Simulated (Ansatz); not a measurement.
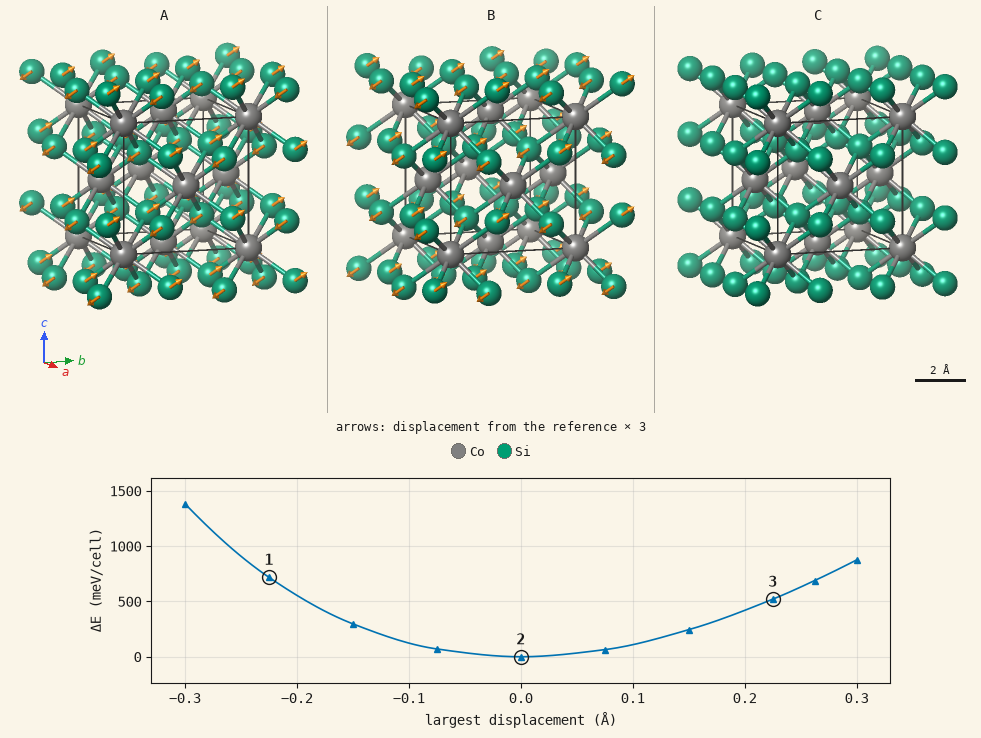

A scan of crystalline CoSi2 (Fm-3m): a normal mode at the zone centre (one arbitrary combination within a set of 3 degenerate modes) is frozen in with the cell fixed, the amplitude being the largest displacement of an atom. The frames are shuffled; the numbered points of the plot belong to them. The picture is a ball-and-stick view of the conventional cell (4 times the calculation's cell), seen slightly off an axis. Orange arrows: displacements from the reference. Lengths and directions refer to the drawn axes.

Level of theory: Ansatz 0.2.0, DFT PBEsol, scalar-relativistic, plane waves, PAW. Settings: plane-wave cutoff 420 eV; k-point mesh 16 × 16 × 16; occupations gaussian; smearing width 0.15 eV; no spin polarisation. Energies (free energies at the smearing named) are counted from the relaxed crystal.

### Which frame belongs to which numbered point?

Point 1 is frame A (the amplitude −0.225 Å, 719 meV/cell); 2 is frame C (the amplitude 0.00 Å, 0 meV/cell); 3 is frame B (the amplitude 0.225 Å, 520 meV/cell). The harmonic wavenumber of the mode is 341 cm⁻¹, a stable vibration. The lowest computed point lies at the amplitude 0.00 Å (0 meV/cell). At the ends of the scan the energy is 1384 meV/cell (−0.30 Å) and 876 meV/cell (0.30 Å). The well is lopsided: at ±0.3000 Å the energy is 1.6 times higher on the negative side. At the highest point the shortest interatomic distance is 2.00 Å, against 2.30 Å in the reference.
